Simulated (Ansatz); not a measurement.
Input structure:

```
Sn O
1.0
     5.07626    0.00000    0.00000
     0.00000    5.07626    0.00000
     0.00000    0.00000    5.07626
Sn O
4 4
Direct
  0.00000 0.00000 0.00000
  0.00000 0.50000 0.50000
  0.50000 0.00000 0.50000
  0.50000 0.50000 0.00000
  0.50000 0.00000 0.00000
  0.50000 0.50000 0.50000
  0.00000 0.00000 0.50000
  0.00000 0.50000 0.00000
```

Question: Work out the structure from the coordinates.

Answer: The solid is SnO. Space group: Fm-3m (No. 225). Lattice: face-centred cubic. In terms of structure types, this is rock salt (NaCl type). In the cell are 4 Sn, 4 O, which makes 4 formula units. Each Sn has six O in an octahedral arrangement at 2.54 Å. The O atoms are each bonded to six Sn in an octahedral arrangement at 2.54 Å. The bonds build a three-dimensional framework.

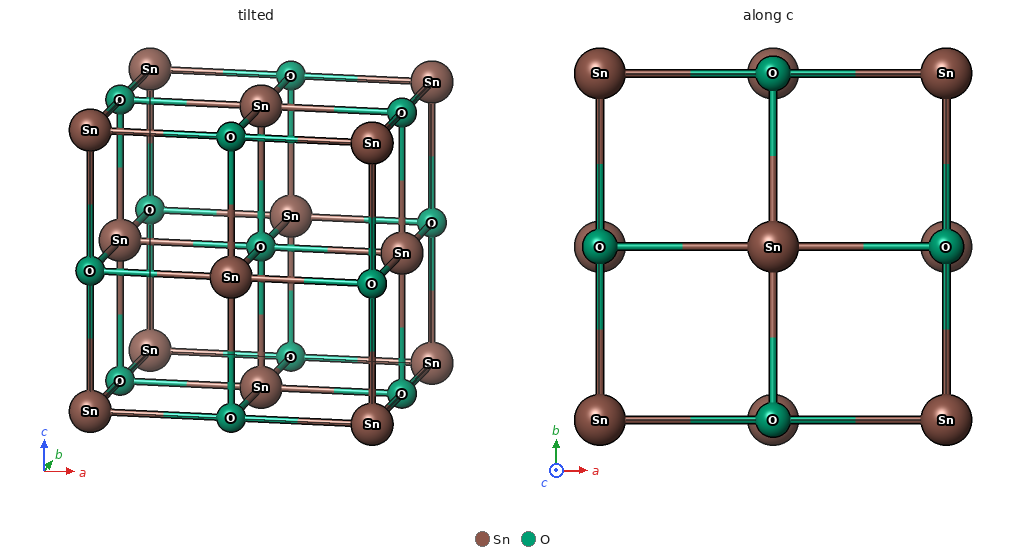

The image is a ball-and-stick drawing of a crystal, viewed slightly off an axis and along the c axis. One conventional unit cell is outlined, and atoms on its boundary appear in each equivalent place.

The cell started as a structure listed in the Materials Project, with elements exchanged, so it need not be a known form of the compound. The picture shows the end point of a geometry optimisation with Ansatz 0.2.0, DFT r2SCAN, scalar-relativistic, plane waves, PAW.
